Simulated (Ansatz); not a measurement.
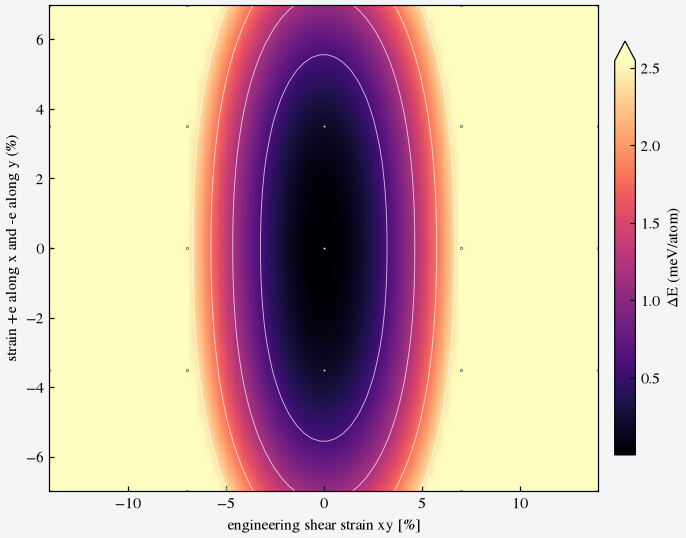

Rb (Im-3m, No. 229; 1 atom in the cell). The energy is mapped over two homogeneous strains (x, y and z along the cube axes). The first coordinate is: engineering shear strain xy; the second: strain +e along x and -e along y. Nothing is relaxed (symmetry fixes all fractional coordinates). The grid has 5 × 5 points; 9 points were computed and 16 follow by symmetry. Points are written as (first, second). All energies are given in meV/atom relative to the lowest grid point. Computed with Ansatz, DFT PBE, scalar-relativistic, plane waves, PAW. Settings: cutoff 420 eV, k-mesh 12×12×12, gaussian smearing 0.15 eV, no spin polarisation.

In the figure: a smooth colour map with a few white contour lines, dots at the grid points, one colour for all values above the top of the scale. Between grid points the surface is interpolated.

Where is the minimum, and how stiff is the crystal against these two strains (in GPa)?

The interpolated minimum is at 0.0 % and 0.0 %. Divided by the cell volume of 91.2 Å³, the second derivatives of the energy there are about 1.9 GPa along the first strain and 0.41 GPa along the second, with a cross term of about 0 GPa (clamped ions). Round the minimum the two coordinates are nearly uncoupled.
